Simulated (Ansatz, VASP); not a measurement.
# TiO2 (Anatase) in two plane-wave programs

One calculation is typed for both programs; each brings its own data sets and cutoff. How far apart do they land?

Main program and level: Ansatz 0.2.0; plane waves, with VASP 6.6.1 beside it; relaxation of cell and atoms at PBEsol and relaxation of cell and atoms at r2SCAN.

## 1. Set-up

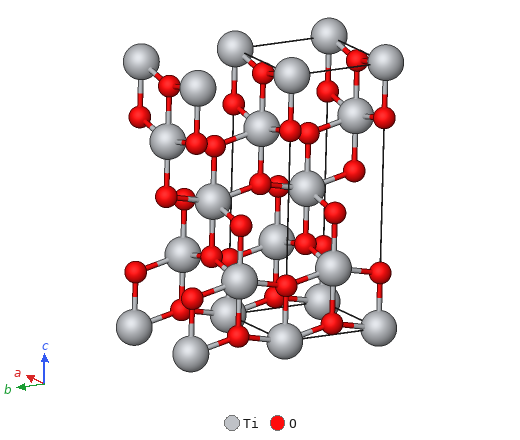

The starting structure, seen from a free direction (titanium light grey, oxygen red). 1×2×1 cells are drawn. This picture shows the conventional cell, with its axes. Some periodic images of atoms are drawn too.

Structure file:

```cif
data_structure
_symmetry_space_group_name_H-M 'I4_1/amd:1'
_symmetry_Int_Tables_number 141
_cell_length_a 3.7842
_cell_length_b 3.7842
_cell_length_c 9.5146
_cell_angle_alpha 90.000
_cell_angle_beta 90.000
_cell_angle_gamma 90.000
_cell_volume 136.25
loop_
_atom_site_label
_atom_site_type_symbol
_atom_site_symmetry_multiplicity
_atom_site_Wyckoff_symbol
_atom_site_fract_x
_atom_site_fract_y
_atom_site_fract_z
_atom_site_occupancy
Ti1 Ti 4 a 0.00000 0.00000 0.00000 1
O1 O 8 e 0.00000 0.00000 0.20810 1
```

## 2. VASP: relaxation of cell and atoms, PBEsol

The relaxed volume is the usual yardstick between codes: its relative difference is about their pressure difference at one cell divided by the bulk modulus.

Lines of VASP's logs that name or quote its potential files are left out, and so is its time.

INCAR reads:

```
SYSTEM = TiO2
PREC = Accurate
ENCUT = 560
EDIFF = 1E-06
NELM = 100
ISMEAR = -1
SIGMA = 0.05
LREAL = .FALSE.
ALGO = Normal
GGA = PS
NBANDS = 30
LASPH = .TRUE.
LORBIT = 11
LWAVE = .FALSE.
LCHARG = .FALSE.
KPAR = 4
IBRION = 2
NSW = 60
ISIF = 3
EDIFFG = -0.01
```

POSCAR reads:

```
TiO2
1.0
   -1.8921000000      1.8921000000      4.7573000000
    1.8921000000     -1.8921000000      4.7573000000
    1.8921000000      1.8921000000     -4.7573000000
Ti O
2 4
Direct
    0.0000000000      0.0000000000      0.0000000000
    0.7500000000      0.2500000000      0.5000000000
    0.2081000000      0.2081000000      0.0000000000
    0.9581000000      0.4581000000      0.5000000000
    0.5419000000      0.0419000000      0.5000000000
    0.7919000000      0.7919000000      0.0000000000
```

KPOINTS reads:

```
Automatic mesh
0
Gamma
7 7 7
0 0 0
```

PAW data sets: Ti_sv and O (PBE family, release 64).

Command:

```console
$ mpirun -np 4 vasp_std
```

Numbers of over 12 decimals in the logs are rounded to 6 here.

The log of the run:

```text
[banner, memory and clock lines left out]
running    4 mpi-ranks, on    1 nodes
 distrk:  each k-point on    1 cores,    4 groups
 distr:  one band on    1 cores,    1 groups

 POSCAR found type information on POSCAR TiO
 POSCAR found :  2 types and       6 ions
|                                                                             |
|               ----> ADVICE to this user running VASP <----                  |
|                                                                             |
|     You enforced a specific xc type in the INCAR file but a different       |
|     [... a line on the potential file left out ...]
|     I HOPE YOU KNOW WHAT YOU ARE DOING!                                     |
|                                                                             |

 LDA part: xc-table for (Slater+PW92), standard interpolation
 POSCAR, INCAR and KPOINTS ok, starting setup
 FFT: planning ... GRIDC
 FFT: planning ... GRID_SOFT
 FFT: planning ... GRID
 WAVECAR not read
 entering main loop
       N       E                     dE             d eps       ncg     rms          rms(c)
DAV:   1     0.691968860870E+03    0.69197E+03   -0.25737E+04  2400   0.196E+03
DAV:   2     0.430470193489E+02   -0.64892E+03   -0.61690E+03  2622   0.564E+02
DAV:   3    -0.671929321748E+02   -0.11024E+03   -0.10760E+03  3544   0.210E+02
DAV:   4    -0.722847765166E+02   -0.50918E+01   -0.50856E+01  3484   0.460E+01
DAV:   5    -0.724886600607E+02   -0.20388E+00   -0.20384E+00  3228   0.748E+00    0.321E+01
DAV:   6    -0.566906532470E+02    0.15798E+02   -0.97569E+01  3160   0.964E+01    0.116E+01
DAV:   7    -0.564017700656E+02    0.28888E+00   -0.14327E+01  3138   0.308E+01    0.863E+00
DAV:   8    -0.563835297129E+02    0.18240E-01   -0.33701E+00  2908   0.187E+01    0.397E+00
DAV:   9    -0.562151333260E+02    0.16840E+00   -0.10221E+00  2946   0.973E+00    0.997E-01
DAV:  10    -0.562257236216E+02   -0.10590E-01   -0.10622E-01  2842   0.247E+00    0.551E-01
DAV:  11    -0.562202103636E+02    0.55133E-02   -0.30320E-02  2810   0.115E+00    0.919E-02
DAV:  12    -0.562204105890E+02   -0.20023E-03   -0.23891E-03  2654   0.524E-01    0.142E-01
DAV:  13    -0.562202757132E+02    0.13488E-03   -0.38985E-04  2916   0.205E-01    0.391E-02
DAV:  14    -0.562202714807E+02    0.42325E-05   -0.10601E-04  3326   0.975E-02    0.137E-02
DAV:  15    -0.562202721096E+02   -0.62885E-06   -0.16538E-05  3158   0.395E-02    0.612E-03
DAV:  16    -0.562202720062E+02    0.10341E-06   -0.57521E-07  1338   0.729E-03
   1 F= -.56220272E+02 E0= -.56220272E+02  d E =-.562203E+02
[...]
2 F= -.56220821E+02 E0= -.56220821E+02  d E =-.548822E-03
[...]
3 F= -.56220919E+02 E0= -.56220919E+02  d E =-.647158E-03
[...]
4 F= -.56221039E+02 E0= -.56221039E+02  d E =-.120053E-03
[...]
5 F= -.56221039E+02 E0= -.56221039E+02  d E =-.120261E-03
[...]
6 F= -.56221190E+02 E0= -.56221190E+02  d E =-.150956E-03
 ZBRENT: can't locate minimum, use default step
 trial-energy change:   -0.000151  1 .order   -0.000153   -0.000172   -0.000134
 step:   3.5456(harm=  4.0190)  dis= 0.00606  next Energy=   -56.221430 (dE=-0.391E-03)
 bond charge predicted
       N       E                     dE             d eps       ncg     rms          rms(c)
DAV:   1    -0.562216969686E+02   -0.50613E-03   -0.53813E-01  2400   0.552E+00    0.294E-01
DAV:   2    -0.562219038781E+02   -0.20691E-03   -0.17347E-02  2650   0.937E-01    0.170E-01
DAV:   3    -0.562213770892E+02    0.52679E-03   -0.19413E-03  2792   0.354E-01    0.482E-02
DAV:   4    -0.562213658388E+02    0.11250E-04   -0.25411E-04  3558   0.112E-01    0.374E-02
DAV:   5    -0.562213622326E+02    0.36061E-05   -0.26361E-05  3024   0.523E-02    0.196E-02
DAV:   6    -0.562213618325E+02    0.40015E-06   -0.64918E-06  2592   0.207E-02
   7 F= -.56221362E+02 E0= -.56221362E+02  d E =-.322407E-03
 curvature:  -3.55 expect dE=-0.282E-04 dE for cont linesearch -0.113E-05
 trial: gam= 0.00000 g(F)=  0.349E-05 g(S)=  0.446E-05 ort =-0.106E-04 (trialstep = 0.142E+01)
 search vector abs. value=  0.795E-05
 reached required accuracy - stopping structural energy minimisation
```

Parts of OUTCAR (step 2):

```text
ion  position               nearest neighbor table
   1  0.000  0.000  0.000-   5 1.93   4 1.93   5 1.93   4 1.93   3 1.98   6 1.98
   2  0.750  0.250  0.500-   6 1.93   3 1.93   6 1.93   3 1.93   4 1.98   5 1.98
   3  0.208  0.208  0.000-   2 1.93   2 1.93   1 1.98
   4  0.958  0.458  0.500-   1 1.93   1 1.93   2 1.98
   5  0.542  0.042  0.500-   1 1.93   1 1.93   2 1.98
   6  0.792  0.792  0.000-   2 1.93   2 1.93   1 1.98

  LATTYP: Found a body centered tetragonal cell.
 ALAT       =     3.7842000000
 C/A-ratio  =     2.5142962846

 Subroutine GETGRP returns: Found 16 space group operations
 (whereof  8 operations were pure point group operations)

The static configuration has the point symmetry D_2d.
 The point group associated with its full space group is D_4h.

 Found     40 irreducible k-points:

   k-points           NKPTS =     40   k-points in BZ     NKDIM =     40   number of bands    NBANDS=     30

   dimension x,y,z NGX =    42 NGY =   42 NGZ =   42
   dimension x,y,z NGXF=    84 NGYF=   84 NGZF=   84

   ENCUT  =  560.0 eV  41.16 Ry    6.42 a.u.  10.53 10.53 10.53*2*pi/ulx,y,z

   NELECT =      48.0000    total number of electrons

 k-points in reciprocal lattice and weights: Automatic mesh
   0.00000000  0.00000000  0.00000000       0.003
   0.14285714  0.00000000  0.00000000       0.023
   0.28571429  0.00000000  0.00000000       0.023
   0.42857143 -0.00000000  0.00000000       0.023
   0.14285714  0.14285714  0.00000000       0.023
   0.28571429  0.14285714  0.00000000       0.047
   0.42857143  0.14285714  0.00000000       0.047
  -0.42857143  0.14285714  0.00000000       0.047
  -0.28571429  0.14285714  0.00000000       0.047
[...]
-0.42857143  0.42857143  0.42857143       0.012
  -0.42857143 -0.42857143  0.42857143       0.006

 average (electrostatic) potential at core
       1 -76.9000       2 -76.9000       3 -70.2907       4 -70.2907       5 -70.2907
       6 -70.2907

 E-fermi :   4.3081

 k-point     1 :       0.0000    0.0000    0.0000
  band No.  band energies     occupation
    ...
     20       2.5005      2.00000
     21       2.5059      2.00000
     22       2.5059      2.00000
     23       2.8184      2.00000
     24       2.8184      2.00000
     25       5.3704      0.00000
     26       6.1151      0.00000
     27       7.3105      0.00000
     28       7.3105      0.00000
     29       7.3332      0.00000
    ...

 k-point     2 :       0.1429    0.0000    0.0000
  band No.  band energies     occupation
    ...
     20       2.0625      2.00000
     21       2.3516      2.00000
     22       2.5051      2.00000
     23       2.5736      2.00000
     24       2.8384      2.00000
     25       5.8251      0.00000
     26       6.1979      0.00000
     27       6.8396      0.00000
     28       7.0291      0.00000
     29       7.2522      0.00000
    ...

 k-point     3 :       0.2857    0.0000    0.0000
  band No.  band energies     occupation
    ...
     20       1.4741      2.00000
     21       1.7743      2.00000
     22       2.4544      2.00000
     23       2.4844      2.00000
     24       2.7419      2.00000
     25       6.3009      0.00000
     26       6.6194      0.00000
     27       6.6897      0.00000
     28       6.8718      0.00000
     29       7.1829      0.00000
    ...

  Total       -0.0137585     -0.0137585      0.0132606      0.0000000     -0.0000000      0.0000000
  in kB       -0.3237911     -0.3237911      0.3120728      0.0000000     -0.0000000      0.0000000
  external PRESSURE =      -0.1118365 kB  Pullay stress =       0.0000000 kB

  energy-cutoff  :      560.00
  volume of cell :       68.08
      direct lattice vectors                 reciprocal lattice vectors
    -1.886579081  1.886579081  4.781966929     0.000000000  0.265029971  0.104559485
     1.886579081 -1.886579081  4.781966929     0.265029971  0.000000000  0.104559485
     1.886579081  1.886579081 -4.781966929     0.265029971  0.265029971  0.000000000

 POSITION                                       TOTAL-FORCE (eV/Angst)
 -----------------------------------------------------------------------------------
      0.00000      0.00000      0.00000         0.000000      0.000000      0.000000
     -0.00000      1.88658      2.39098         0.000000      0.000000      0.000000
      0.00000      0.00000      1.98434         0.000000     -0.000000      0.004252
     -0.00000      1.88658      4.37532        -0.000000      0.000000      0.004252
      0.00000      1.88658      0.40664        -0.000000      0.000000     -0.004252
      0.00000      0.00000      7.57960         0.000000     -0.000000     -0.004252
 -----------------------------------------------------------------------------------
    total drift:                                0.000000      0.000000     -0.000000

  FREE ENERGIE OF THE ION-ELECTRON SYSTEM (eV)
  ---------------------------------------------------
  free  energy   TOTEN  =       -56.2213618325 eV

  energy  without entropy=      -56.2213618324  energy(sigma->0) =      -56.22136183

 reached required accuracy - stopping structural energy minimisation

 total charge
# of ion       s       p       d       tot
------------------------------------------
    1        2.229   6.307   1.769  10.305
    2        2.229   6.307   1.769  10.305
    3        1.565   3.490   0.000   5.054
    4        1.565   3.490   0.000   5.054
    5        1.565   3.490   0.000   5.054
    6        1.565   3.490   0.000   5.054
--------------------------------------------------
tot         10.718  26.573   3.538  40.828

[... 3 further parts left out ...]
```

## 3. Ansatz: relaxation of cell and atoms, PBEsol

Ansatz runs on its default PAW (the set named soft_2) files.

The same cell, functional, mesh and smearing now go to Ansatz, which takes its cutoff from its data sets.

input.yaml reads:

```yaml
crystal:
  lattice:
    - [-1.8921, 1.8921, 4.7573]
    - [1.8921, -1.8921, 4.7573]
    - [1.8921, 1.8921, -4.7573]
  atoms:
    - { symbol: Ti, position: [0.0, 0.0, 0.0] }
    - { symbol: Ti, position: [0.75, 0.25, 0.5] }
    - { symbol: O, position: [0.2081, 0.2081, 0.0] }
    - { symbol: O, position: [0.9581, 0.4581, 0.5] }
    - { symbol: O, position: [0.5419, 0.0419, 0.5] }
    - { symbol: O, position: [0.7919, 0.7919, 0.0] }
hamiltonian:
  xc: pbesol
  pseudopotentials: { kind: paw }
kpoints:
  mp_grid: { grid: [7, 7, 7] }
scf:
  occupations: { method: fermi_dirac, width: 0.05 }
relax:
  f_tol: 0.01
  max_steps: 60
  cell: { stress_tol: 0.05 }
output:
  forces: true
  stress: true
  write_density: true
  write_potential: true
  elf: true
  volumetric_format: npy
```

Command:

```console
$ ansatz run input.yaml --threads 4 --pin off --max-ram 9216MiB --backend cpu --events-out ev --progress --plain --runs-dir out
```

The log of the run:

```text
Engine: ansatz 0.2.0, aarch64-unknown-linux-gnu
Pseudopotentials: kind: paw
Pseudopotential: Ti, paw, valence charge 12, recommended cutoff 420 eV (normal), Ti.paw.azcp
Pseudopotential: O, paw, valence charge 6, recommended cutoff 420 eV (normal), O.paw.azcp
Functional definition: PBEsol
  exchange = pbesol_x
  correlation = pbesol_c
Crystal: 6 atoms, lattice volume = 68.125 Å³
Basis set: ecut = 420 eV, 1315 PW (Γ), exchange–correlation on 80×80×80 points (8 copies of the dense FFT grid, shifted against one another)
Bands: 30, of which v1, the nominal top of the filled ones, is band 24 counted from 1 (23 counted from 0)
Symmetry: 16 space group operations
Space group: I41/amd (ITA 141), of the structure as read, at distance tolerance 4.1e-5 Å
k-points: 40 of 343
Non-local potential: Ti, projectors of the file, l = 0: 3, l = 1: 2, l = 2: 3, l = 3: 1
Non-local potential: O, projectors of the file, l = 0: 2, l = 1: 2, l = 2: 1
PAW form: soft (Blöchl's): semilocal exchange-correlation on the pseudo side does not see the compensation charge
PAW frozen core: Ti, regenerated for the run's functional, and the local potential with it (the file was generated under x = pbe(κ = 0.804, μ = 0.219515), c = pbe(β = 0.066725))
PAW frozen core: O, regenerated for the run's functional, and the local potential with it (the file was generated under x = pbe(κ = 0.804, μ = 0.219515), c = pbe(β = 0.066725))
PAW one-centre angular grid: Ti, 590 points (default); XC on 64 Gauss nodes
PAW one-centre angular grid: O, 110 points (default); XC on 64 Gauss nodes
Initial density: superposition of atomic densities (neutral atoms: chi_scale 0, normalization atom), corrected by the library's trained network
Initial wavefunctions: pseudopotential atomic-orbital guess
Functional: x = pbesol(κ = 0.804, μ = 0.123457), c = pbesol(β = 0.046)
SCF iter   1: F=—  HF=-7199.762770 eV  |F-HF|=—  |Δ(HF+E_count)|=         —  Δρ=1.61e-2  dr2=1.36e-1  ethr=1.77e-3  ⟨swp⟩=5.1  Hψ=4926  notcnv=0
preconditioner: auto → none  [insulator: Δε(μ)=1.923 eV  Ē_g=9.555 eV  σ=0.050 eV  W_gap=1.00  n_scr=14 (ndim 8)  ℏωp=25.4 eV  f_vac=0.102  D(μ)=0.00/eV (n_scr^D=0)  ε∞_Penn≈8.1]
SCF iter   2: F=—  HF=-7199.767812 eV  |F-HF|=—  |Δ(HF+E_count)|=   5.04e-3  Δρ=1.68e-2  dr2=1.89e-1  ethr=2.83e-4  ⟨swp⟩=2.0  Hψ=2333  notcnv=0  defer=59
SCF iter   3: F=—  HF=-7199.731364 eV  |F-HF|=—  |Δ(HF+E_count)|=   3.64e-2  Δρ=2.23e-3  dr2=1.87e-3  ethr=2.83e-4  ⟨swp⟩=2.0  Hψ=1808  notcnv=0  defer=59
SCF iter   4: F=—  HF=-7199.731316 eV  |F-HF|=—  |Δ(HF+E_count)|=   4.83e-5  Δρ=6.87e-4  dr2=9.34e-5  ethr=3.89e-6  ⟨swp⟩=2.0  Hψ=1960  notcnv=0  defer=59
SCF iter   5: F=—  HF=-7199.731382 eV  |F-HF|=—  |Δ(HF+E_count)|=   6.66e-5  Δρ=1.45e-4  dr2=1.50e-5  ethr=1.95e-7  ⟨swp⟩=2.4  Hψ=1893  notcnv=0  defer=59
SCF iter   6: F=-7199.731379 eV  HF=-7199.731379 eV  |F-HF|=4.09e-8  |Δ(HF+E_count)|=   3.19e-6  Δρ=1.50e-5  dr2=5.07e-8  ethr=2.08e-10  ⟨swp⟩=7.0  Hψ=8367  notcnv=0
SCF 1 converged in 6 iterations: F = -7199.731379 eV  dr2 = 5.07e-8
  greatest PAW one-centre occupation: 0.999 electrons in one spin orbital (limit 2), on the Ti atom at site 1 (counted from 0), in its partial waves of l = 0
relax step   1: F+E_penalty+E_count = -7199.73137925 eV  Δ(F+E_penalty+E_count) = +0.000e0 eV  max|allowed force component| = 9.063e-3 eV/Å  Δτ_max = 0.0000 Å  P = -1.063 GPa  Ω = 68.125 Å³  (6 SCF iters, dr2 threshold 1.00e-7 eV, accepted)
[... from here on, the SCF cycles and remarks between the steps are left out ...]
relax step   2: F+E_penalty+E_count = -7199.73360299 eV  Δ(F+E_penalty+E_count) = -2.224e-3 eV  max|allowed force component| = 5.726e-3 eV/Å  Δτ_max = 0.0012 Å  P = -0.325 GPa  Ω = 67.921 Å³  energy of the carried Pulay correction = +9.280e-4 eV  (5 SCF iters, dr2 threshold 6.00e-7 eV, accepted)
relax step   3: F+E_penalty+E_count = -7199.73451019 eV  Δ(F+E_penalty+E_count) = -9.072e-4 eV  max|allowed force component| = 5.838e-3 eV/Å  Δτ_max = 0.0018 Å  P = +0.099 GPa  Ω = 67.817 Å³  energy of the carried Pulay correction = +1.395e-3 eV  (5 SCF iters, dr2 threshold 6.00e-7 eV, accepted)
relax step   4: F+E_penalty+E_count = -7199.73450493 eV  Δ(F+E_penalty+E_count) = +5.267e-6 eV  max|allowed force component| = 9.190e-4 eV/Å  Δτ_max = 0.0011 Å  P = +0.087 GPa  Ω = 67.836 Å³  energy of the carried Pulay correction = +1.305e-3 eV  (4 SCF iters, dr2 threshold 2.28e-7 eV, accepted)
relax step   5: F+E_penalty+E_count = -7199.73435344 eV  Δ(F+E_penalty+E_count) = +1.515e-4 eV  max|allowed force component| = 1.810e-4 eV/Å  Δτ_max = 0.0008 Å  P = +0.001 GPa  Ω = 67.872 Å³  energy of the carried Pulay correction = +1.135e-3 eV  (4 SCF iters, dr2 threshold 4.77e-8 eV, accepted)
relax step   6: F+E_penalty+E_count = -7199.73316222 eV  Δ(F+E_penalty+E_count) = +1.191e-3 eV  max|allowed force component| = 7.032e-5 eV/Å  Δτ_max = 0.0000 Å  P = -0.028 GPa  Ω = 67.872 Å³  stress off target by 5.27e-2 GPa  SCF on the basis re-selected at this cell (its energy is not comparable with the rows above)  (6 SCF iters)
relax step   7: F+E_penalty+E_count = -7199.73317596 eV  Δ(F+E_penalty+E_count) = -1.374e-5 eV  max|allowed force component| = 7.509e-5 eV/Å  Δτ_max = 0.0005 Å  P = +0.000 GPa  Ω = 67.871 Å³  energy of the carried Pulay correction = +6.812e-6 eV  (5 SCF iters, dr2 threshold 6.94e-9 eV, accepted)
relax step   8: F+E_penalty+E_count = -7199.73321025 eV  Δ(F+E_penalty+E_count) = -3.429e-5 eV  max|allowed force component| = 8.271e-5 eV/Å  Δτ_max = 0.0000 Å  P = -0.000 GPa  Ω = 67.871 Å³  stress off target by 5.56e-3 GPa  SCF on the basis re-selected at this cell (its energy is not comparable with the rows above)  (4 SCF iters)
basis re-selected at this cell: Δ(F+E_penalty+E_count) = -3.429e-5 eV, ΔP = -0.000 GPa vs the last step (what re-selecting the basis moved, of the pressure what is left beyond the Pulay correction that the steps carried, after the strain that the cell walked since its last selection, with what the two solves' SCF thresholds leave and, on support functions, any second-order correction that the steps lacked; it is no m [...]
SCF converged after 4 iterations
Free energy (F): -7199.733210 eV
Harris-Foulkes:  -7199.733210 eV  (|F-HF|=8.49e-10)
Internal energy: -7199.733210 eV  (E = F + TS)
E sigma→0 (E₀):  -7199.733210 eV
Fermi energy:    8.350441 eV
--- Per-component energies (eV) ---
  E_band       = -455.542571
  E_kinetic    = 1245.133865
  E_local      = -3561.240857  (includes V_loc(G=0)·N_el)
  E_nonlocal   = 200.325962
  E_hartree    = 1377.660032
  E_xc         = -486.982472
  E_vxc        = -619.858581  (∫ρ·V_xc dr)
  E_paw        = -2649.020233  (= ΣΔE_a)
  E_vpaw       = -475.233081  (= ΣTr[D̂ρ^β])
  E_aug_tail   = 0.009926  (compensation charges beyond the density's cutoff)
  E_ewald      = -3326.039353
  E_core_change = 0.419920  (= ΣΔE_core)
  E_smearing   = -0.000000  (= −TS)
  E_closure    = 0.000000  (closes the sum)
  Σ components = -7199.733210   (vs F -7199.733210, Δ=0.00e0)
--- Forces (eV/Å), atoms counted from 1 ---
  atom   1  Ti     0.00000000    -0.00000000     0.00000000
  atom   2  Ti     0.00000000     0.00000000     0.00000000
  atom   3  O     -0.00000000     0.00000000    -0.00008271
  atom   4  O      0.00000000    -0.00000000    -0.00008271
  atom   5  O      0.00000000     0.00000000     0.00008271
  atom   6  O      0.00000000     0.00000000     0.00008271
  max |Σ_I F_I| component: 1.08e-19 eV/Å
--- Stress (GPa, compression-positive) ---
       -0.002813       0.000000      -0.000000
        0.000000      -0.002813      -0.000000
        0.000000      -0.000000       0.005563
  P = ⅓ Tr σ = -0.0000 GPa (-0.000 kbar)
--- Band table (eV; the first three rows and the last of 40) ---
  k-point 0: bands = [... 20 lower, 6.4882, 6.4882, 6.7876, 6.7876, 9.3699, 10.1213, 11.3215, 11.3215, ... 2 higher]
  k-point 1: bands = [... 20 lower, 6.0617, 6.1029, 6.5625, 6.9887, 10.1500, 10.2125, 10.6588, 11.0483, ... 2 higher]
  k-point 2: bands = [... 20 lower, 5.3602, 6.4297, 6.5611, 7.0638, 10.2646, 10.4722, 10.7980, 11.0566, ... 2 higher]
  k-point 39: bands = [... 20 lower, 5.9233, 6.3335, 6.8540, 6.8897, 9.8663, 10.1455, 10.8770, 10.9670, ... 2 higher]
--- Relaxed structure (6 steps of the walk, 6 accepted, 2 SCFs on fresh bases) ---
  F+E_penalty+E_count = -7199.73321025 eV   max|allowed force component| = 8.271e-5 eV/Å   (the final SCF, on the basis selected at the relaxed cell)
  cell:  # Å, volume = 67.8707 Å³
    - [-1.884880, 1.884880, 4.775897]
    - [1.884880, -1.884880, 4.775897]
    - [1.884880, 1.884880, -4.775897]
  atoms:
    - { symbol: Ti, position: [0, 0, 0] }
    - { symbol: Ti, position: [0.75, 0.25, 0.5] }
    - { symbol: O, position: [0.207528, 0.207528, 0] }
    - { symbol: O, position: [0.957528, 0.457528, 0.500000] }
    - { symbol: O, position: [0.542472, 0.042472, 0.500000] }
    - { symbol: O, position: [0.792472, 0.792472, 0] }
```

It took 11 s on 4 threads of Arm Neoverse V2, shared host; peak memory 0.44 GiB; 40 s of CPU time.

(Part 1 of 2 ends here.)

[Lines on the potential files, build, host, timing and source positions are cut from VASP's logs without a mark.]

[Logs are printed without paths, hosts, clocks, repeated set-up lines and the standing remarks that a program may print on its own settings, such as how far it seeks lower states.]

[Hosts, paths, dates, database ids (printed as entryN), source tags and the programs' standing remarks are cut or masked in the printed files.]
